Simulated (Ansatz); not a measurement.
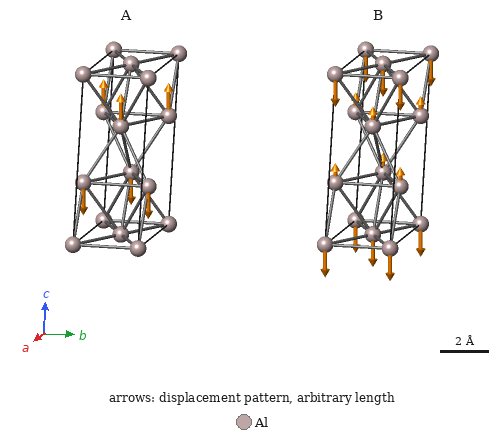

Modes of crystalline Al (a generated structure), space group C2/m (No. 12), at the zone centre. The orange arrows give the relative displacements of the atoms. A ball-and-stick model of the conventional cell (2 times the calculation's cell), seen slightly off an axis. Lengths and directions refer to the drawn axes.

Level of theory: DFT PBE, scalar-relativistic, plane waves, PAW in Ansatz.

The frequencies depend somewhat on the k-mesh and the smearing.

> Give the symmetry species and the selection rules of each.

A is A_g, Raman-active by symmetry (265 cm⁻¹). B is B_u, infrared-active by symmetry (273 cm⁻¹). The crystal has a centre of inversion, so no mode is both. In a metal the free carriers screen the infrared response.
